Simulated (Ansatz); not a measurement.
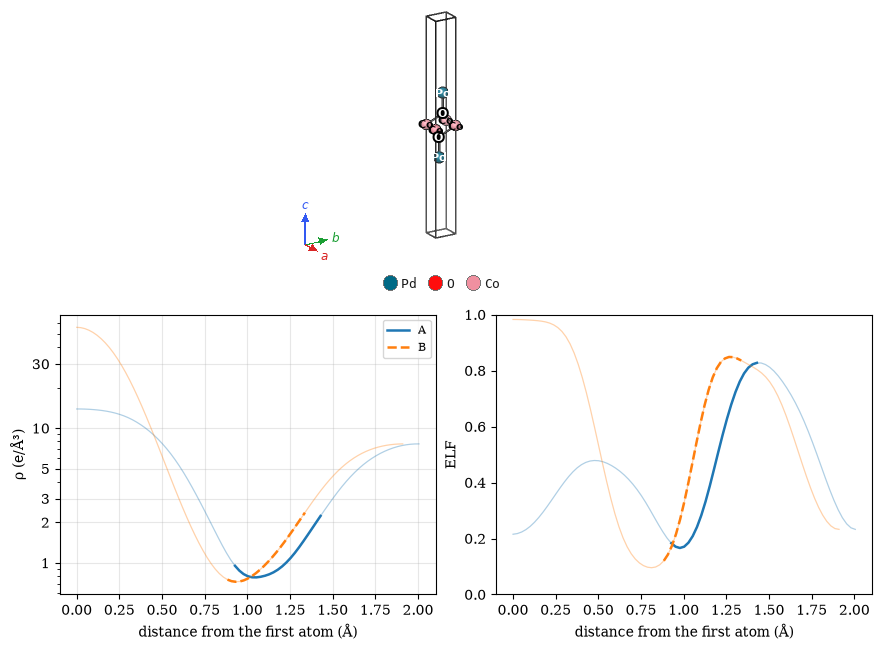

Figure. CoPd2O2 (slab). Valence charge density (pseudo) and ELF along straight lines between neighbouring atoms. Thin, pale parts lie inside the atomic spheres. The structure is drawn too.

Not relaxed (largest force 0.7 eV/Å); spin-polarised.

The calculation used Kohn-Sham DFT of a periodic cell, PBE, Ansatz PAW (Ansatz 0.2.0).

In a PAW calculation such maps are meaningful between the atoms, not at the nuclei.

### Which curve belongs to which contact (Co–O and Pd–O)? The first atom named is at distance zero.

Curve A: Pd–O (2.01 Å): the density is about 0.8 e/Å³ at the midpoint; the ELF peaks at about 0.85 in the valence shell of O, 0.6 Å from its nucleus, and drops to about 0.15 between the two atoms (no shared electron pair shows on this line). Curve B: Co–O (1.91 Å): ρ is about 0.73 e/Å³ halfway; the ELF peaks at about 0.85 in the valence shell of O, 0.6 Å from its nucleus, and is about 0.20 at the midpoint: no localised pair shows between them.
